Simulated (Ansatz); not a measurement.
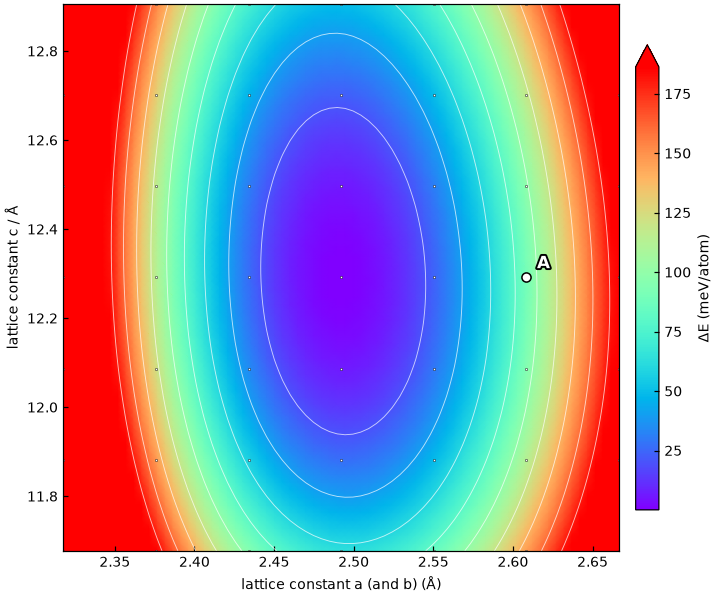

C (P6_3/mmc, No. 194; 12 atoms in the cell). The energy is mapped over the lattice constants a and c of the conventional cell. First axis: lattice constant a (and b). Second axis: lattice constant c. Nothing is relaxed (fractional coordinates fixed). The grid has 7 × 7 points. All energies are given in meV/atom relative to the lowest grid point. The calculation used DFT LDA, scalar-relativistic, plane waves, PAW (Ansatz 0.2.0). Settings: cutoff 520 eV, k-mesh 12×12×2 in the order of the run's cell vectors, gaussian smearing 0.05 eV, no spin polarisation.

The picture shows a smooth colour map with a few white contour lines, dots at the grid points, one colour for all values above the top of the scale, the point A. Between grid points the surface is interpolated.

**Which way does the force act at A, and how strong is it?**

A, at lattice constant a (and b) = 2.608 Å, lattice constant c = 12.292 Å, is not a stationary point. The computed force is 1500 meV/atom for each Å towards smaller values of lattice constant a (and b) and 11 meV/atom for each Å towards smaller values of lattice constant c.

PAW datasets: the set soft_1.
